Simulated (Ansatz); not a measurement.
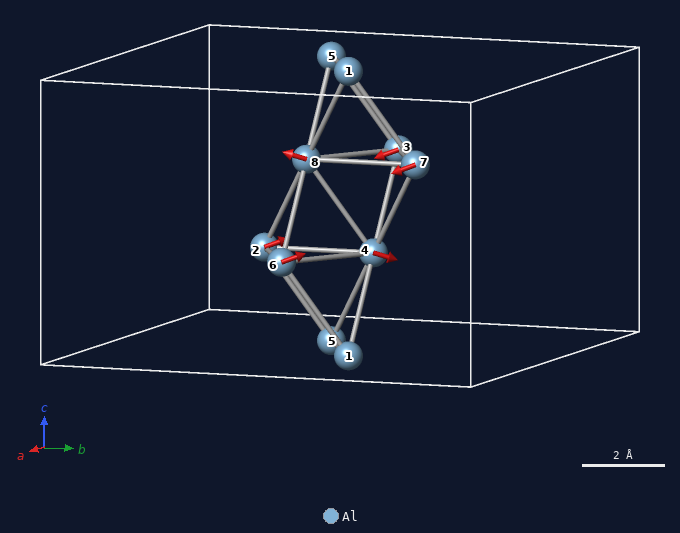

This is a relaxation of a wire of composition Al. The starting structure is drawn; red arrows show the displacements (the part carried along by the change of the cell is left out), at their true length.

The picture is a ball-and-stick view of the cell of the calculation, with the vacuum cut short, seen slightly off an axis.

Case: wire along [1 1 1], 8 atoms a period.

The calculation used DFT PBE, scalar-relativistic, plane waves, PAW in Ansatz. (plane-wave cutoff 420 eV; k-point mesh 1 × 1 × 8; occupations gaussian; smearing width 0.05 eV; no spin polarisation; cell relaxed at fixed a, b, alpha, beta, gamma; force threshold 0.02 eV/Å; at most 45 steps)

> Describe the change and its energy.

The energy falls by 2.110 eV per cell of the calculation in 6 accepted moves (8 points after the start). The largest force component goes from 0.58 to 0.012 eV/Å. The line search rejected the trial step at point 5 of the run. At 1 point the geometry stayed and the basis and grid were re-selected for the new cell (energy shift of 2.0 meV per cell of the calculation at most each time). The largest moves relative to the layer's centre, 0.64 Å, are those of Al2, Al3, Al4, Al6, Al7 and Al8. Along the periodic axis the drawn cell goes c 7.000 → 6.251 Å (−10.7 %). Some distances before and after: Al2–Al3 4.041 → 2.674 Å, Al4–Al8 2.858 → 3.783 Å, Al1–Al6 2.858 → 2.519 Å, Al2–Al8 2.858 → 2.551 Å. Among the angles between lasting bonds that change: Al1–Al4–Al3 180.0° → 140.2°, Al2–Al4–Al3 90.0° → 58.4°, Al4–Al2–Al8 60.0° → 87.8°.

Limits of the set-up: the k-point mesh is coarse for a cell with partly filled bands.
